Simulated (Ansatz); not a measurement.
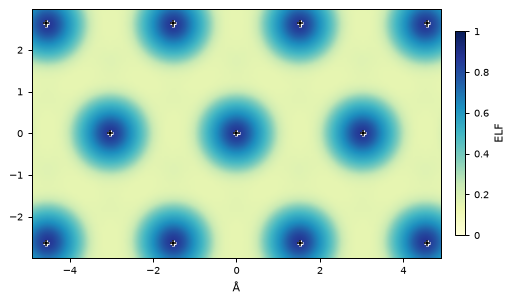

The ELF on a plane through atoms (crosses mark nuclei in the plane).

Computed with DFT, RPBE, plane waves (420 eV) with PAW, scalar-relativistic in Ansatz.

Candidates:
A. Hf, a = 3.63 Å, b = 3.63 Å, c = 3.63 Å, α = 90.00°, β = 90.00°, γ = 90.00°. Space group Im-3m; set up as Hf, bcc; a generated structure, not necessarily the stable one; changed on purpose from its base cell (volume × 1.04); computed pressure about −3 GPa in this cell.
B. Ag, a = 3.04 Å, b = 5.26 Å, c = 5.05 Å, α = 90.00°, β = 90.29°, γ = 90.00°. Space group C2/c; set up as Ag, beta-Sn type; a generated structure, not necessarily the stable one; changed on purpose from its base cell (volume × 1.08); computed pressure about −4 GPa in this cell.
C. Rb, a = 8.37 Å, b = 8.37 Å, c = 5.01 Å, α = 90.00°, β = 90.00°, γ = 120.00°. Space group P6/mmm; set up as Rb, omega (AlB2-type); a generated structure, not necessarily the stable one; changed on purpose from its base cell (volume × 1.0); computed without spin polarisation.

> Which candidate gave the map?

Candidate B: Ag on the (001) plane of the conventional cell, which holds Ag. Ag–Ag (3.04 Å): the ELF is about 0.15 at the midpoint: no shared electron pair shows on this line.
